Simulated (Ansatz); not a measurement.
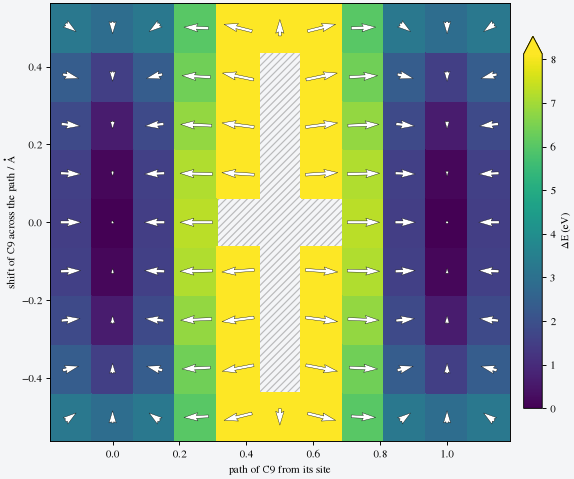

Energy landscape of SiC (F-43m phase) with one C vacancy (15 atoms in the cell, cell charge +4). An atom moved over a plane that holds its own site and a neighbouring vacancy (x, y and z along the cube axes). Coordinates scanned: (1) path of C9 from its site (0) to the vacancy (1), 3.081 Å; (2) shift of C9 across the path, along the Cartesian direction [1 0 −1]. Nothing is relaxed (all other atoms held at the sites of the perfect crystal). The scan uses an 11 × 9 grid; 20 points were computed and 70 follow by symmetry. At 9 points there is no value (left out of the scan, as a rule where atoms come close). Points are written as (first, second). All energies are given in eV per cell relative to the lowest grid point. The cell is charged on a uniform background, without a charge correction. Level of theory: DFT PBEsol, scalar-relativistic, plane waves, PAW (Ansatz). Settings: cutoff 420 eV, k-mesh 6×6×6, gaussian smearing 0.05 eV, no spin polarisation.

The picture shows one coloured cell a grid point, arrows along the force (downhill), their lengths compressed, one colour for all values above the top of the scale, hatched blanks where no value was computed. 

**What does the map say about the system?**

The lowest grid point is at (0.000, 0.000 Å) [nearest 4 Si at 1.89 Å]; the map holds 2 wells of about this depth. It is the only kind of minimum in the scanned range. The highest grid point, (0.375, −0.125 Å) [nearest 1 Si at 1.16 Å], lies 17.2 eV above the lowest.

The whole map (20 points run) took 4.7 min on 4 threads of Intel(R) Xeon(R) Platinum 8488C (Sapphire Rapids) (shared host).

PAW datasets: the set soft_1.
